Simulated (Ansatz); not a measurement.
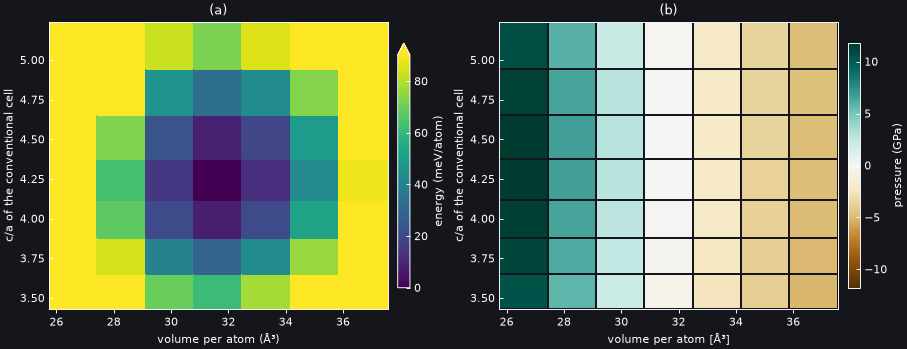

Ge2Sb2Te5 (P-3m1, No. 164; 9 atoms in the cell). 
- The energy is mapped over volume and the cell's shape.
- The first coordinate is: volume per atom; the second: c/a of the conventional cell.
- Nothing is relaxed (fractional coordinates fixed).
- Grid: 7 × 7 points.
- Points are written as (first, second).
- Energies: meV/atom, counted from the lowest grid point.
- The lowest point has no gap; 11 points of the grid have one on the k-mesh.
- These are results of DFT PBE, scalar-relativistic, plane waves, PAW in Ansatz 0.2.0, not measurements. Settings: cutoff 420 eV, k-mesh 12×12×2 in the order of the run's cell vectors, gaussian smearing 0.03 eV, no spin polarisation.

Panel (a) is the energy; panel (b) is the computed pressure, in GPa.

The picture shows one coloured cell a grid point, one colour for all values above the top of the scale.

How does the pressure vary over the map, and what is it at the lowest grid point?

Answer. It runs from −5.1 GPa at (36.71 Å³, 3.539) to 11.8 GPa at (26.58 Å³, 4.245). At the lowest grid point, (31.65 Å³, 4.245), it is 0.0 GPa. The pressure is minus the slope of the energy with volume, so it vanishes at the true minimum, which need not be a grid point.

```csv
"c/a of the conventional cell ↓, volume per atom →",26.58,28.27,29.96,31.65,33.34,35.02,36.71
5.093,10.7,6.0,2.4,−0.2,−2.1,−3.6,−4.8
4.793,11.5,6.5,2.8,0.0,−2.0,−3.6,−4.8
4.511,11.7,6.7,2.9,0.1,−2.0,−3.6,−4.8
4.245,11.8,6.7,2.8,0.0,−2.1,−3.7,−4.9
3.995,11.6,6.5,2.7,−0.1,−2.2,−3.8,−4.9
3.760,11.2,6.2,2.5,−0.3,−2.4,−3.9,−5.0
3.539,10.4,5.7,2.2,−0.5,−2.5,−4.0,−5.1
```
